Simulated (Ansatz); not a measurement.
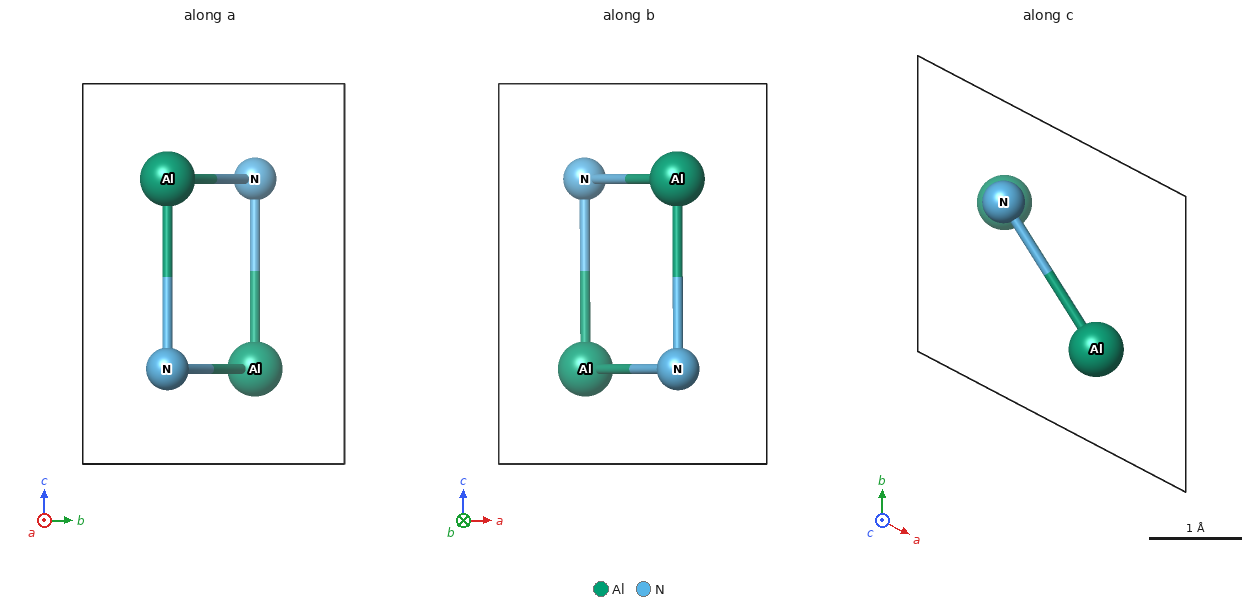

We look at a ball-and-stick model of the crystal along the a axis, along the b axis and along the c axis. The unit cell is outlined; an atom on or near a face, edge or corner is repeated at each equivalent position.

Lattice parameters: a = 3.293 Å, b = 3.218 Å, c = 4.137 Å, α = 90.00°, β = 90.00°, γ = 117.72°. Put a along x and b in the xy plane.

### Convert the drawing into a POSCAR file, with free fractional coordinates to two decimals.

```
Al N
1.0
     3.293    0.000    0.000
    -1.497    2.848    0.000
     0.000    0.000    4.137
Al N
2 2
Direct
  0.32 0.66 0.25
  0.67 0.32 0.75
  0.67 0.32 0.25
  0.32 0.66 0.75
```

Source of the structure: a structure type filled with these elements by a generator (whether the compound takes this form wasn't checked). The cell was then strained or its atoms displaced on purpose. A calculation with Ansatz used it as input.
